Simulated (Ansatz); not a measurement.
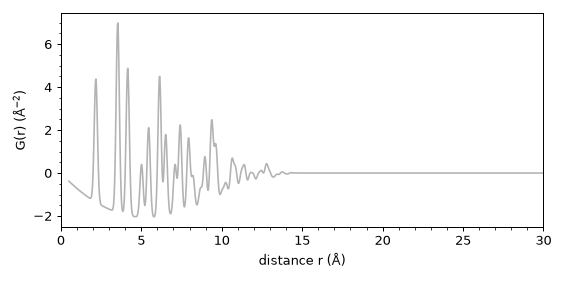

Simulated X-ray pair distribution function, G(r) = R(r)/r − 4πρ₀r, summed over the atomic distances of the structure with each pair weighted by the product of the atomic numbers (X-ray weights at Q = 0); every distance is a Gaussian of σ = 0.10 Å, for spherical particles of Mn with the bulk structure: the bulk G(r) is multiplied by the envelope of a sphere of diameter D, 1 − 3r/2D + r³/2D³, with no surface relaxation. The number density is 0.0634 atoms per Å³. Structure used: coordinates from a relaxation with DFT, BLYP, plane waves (420 eV) with PAW, scalar-relativistic (Ansatz 0.2.0); the starting structure was generated, so it need not be a known form of this composition.

### How large are the particles?

About 15 Å (1.5 nm): the signal vanishes at r = D, fading from view somewhat earlier.

### Roughly how many atoms does one particle hold?

About 110 (number density 0.0634 Å⁻³ times πD³/6).
